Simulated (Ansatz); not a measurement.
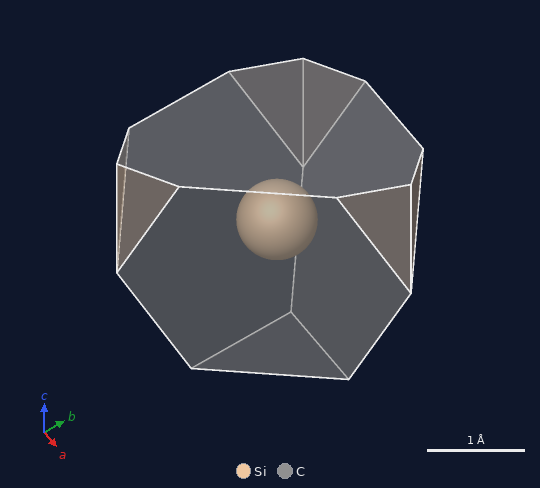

The polyhedron is the computed Voronoi (Dirichlet) cell of the central atom: each face lies in the plane that bisects the line to a neighbour. Central atom: Si (2b) in SiC; faces take the colour of the neighbour behind them. Source: a calculation's input that goes back to an entry of the Crystallography Open Database (an earlier step may have relaxed or displaced it).

SiC, space group P6_3mc (No. 186), a = 3.076 Å, b = 3.076 Å, c = 5.048 Å, α = 90.00°, β = 90.00°, γ = 120.00°

```tsv
site	Wyckoff	x	y	z
Si	2b	0.3333	0.6667	0.5000
C	2b	0.3333	0.6667	0.8850
```

What is the volume of this Voronoi cell?

Answer. 10.3 Å³, equal to the mean volume per atom.

Give the Voronoi index ⟨n3,n4,n5,n6,…⟩ (numbers of faces with 3, 4, 5, 6 … edges).

Answer. 11 faces, index ⟨7,0,0,3,0,0,1⟩.

Tabulate the neighbours by distance and solid angle.

Answer.
```
neighbour  faces  distance (Å)  solid angle (% of sphere)
        C      3          1.87                       67.2
        C      1          1.94                       22.6
       Si      6          3.08                        6.9
        C      1          3.10                        3.4
```
